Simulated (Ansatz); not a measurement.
## Electronic structure of PtSe$_{2}$ in real space

Input file:

```
crystal:
  lattice:
    - [5.3566334616, 0.0, 0.0]
    - [0.0, 5.9071330379, 0.0]
    - [0.0, 0.0, 3.8842720098]
  atoms:
    - { symbol: Pt, position: [0.5, 0.5, 0.5] }
    - { symbol: Pt, position: [0.0, 0.0, 0.0] }
    - { symbol: Se, position: [0.7338714051, 0.1251556799, 0.5] }
    - { symbol: Se, position: [0.2661285949, 0.8748443201, 0.5] }
    - { symbol: Se, position: [0.2338714051, 0.3748443201, 0.0] }
    - { symbol: Se, position: [0.7661285949, 0.6251556799, 0.0] }
kpoints:
  mp_grid: { grid: [4, 4, 6] }
hamiltonian:
  xc: r2scan
  dispersion: rvv10
scf:
  occupations: { method: fermi_dirac, width: 0.03 }
relax:
  f_tol: 0.01
  cell: {}
  max_steps: 120
output:
  write_density: true
  write_potential: true
  elf: true
  volumetric_format: npy
```

Command:

```sh
ansatz run input.yaml --threads 2 --pin off --max-ram 29491MiB --backend cpu --events-out ev --progress --plain --runs-dir out
```

Below, planes, directions and counts refer to the conventional cell (a = 5.46 Å, b = 5.91 Å, c = 3.86 Å, α = 90.00°, β = 90.00°, γ = 90.00°).

The fields are those of the relaxed geometry.

Space group Pnnm; a structure from a database of computed crystals, not necessarily the ambient phase; started from the MgF2-58 prototype, which need not be the ambient phase.

Theory: DFT, r2SCAN+rVV10, plane waves, PAW (Ansatz).

The density is the valence pseudo-density of a PAW calculation; it isn't the true density close to the nuclei.

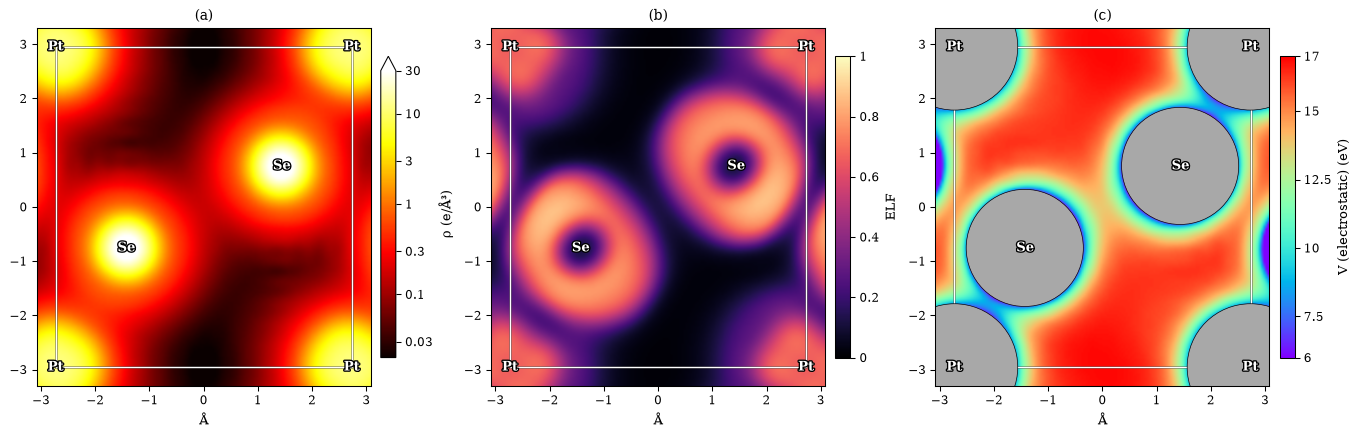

Figure 1. (a) valence electron density; (b) ELF; (c) electrostatic potential (local pseudopotential plus Hartree) felt by an electron on the (001) plane of the conventional cell. Grey discs cover the atomic cores in the potential map.

What do the fields say about this system?

Answer.
- The section cuts through Pt and Se sites.
- Between the atoms the lowest density in this plane is 0.02 e/Å³.
- The features right at Pt lie inside the PAW spheres, where the map follows smoothed inner orbitals and isn't to be read closely.
- Outside the cores the potential energy rises away from the atoms and is highest about 2.4 Å from the nearest atoms; its zero is arbitrary.

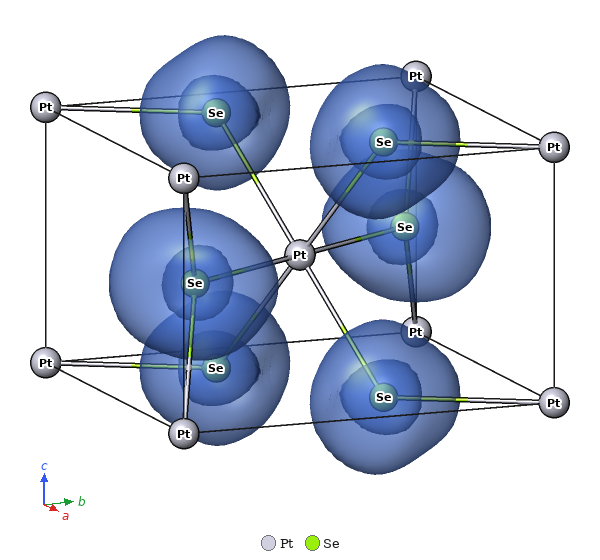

Figure 2. Isosurface of the ELF at 0.65 (blue), seen slightly off an axis. Only the valence region is drawn (cores and ρ < 0.01 e/Å³ removed). Sticks mark near contacts.

Where are the electrons localised?

Answer. At this value the surface marks out four regions wrapped around Se (the valence shell of each), counted in one cell of 6 atoms. Regions shared between cells count once.


Pt–Se (2.52 Å): the ELF is about 0.45 at the midpoint.
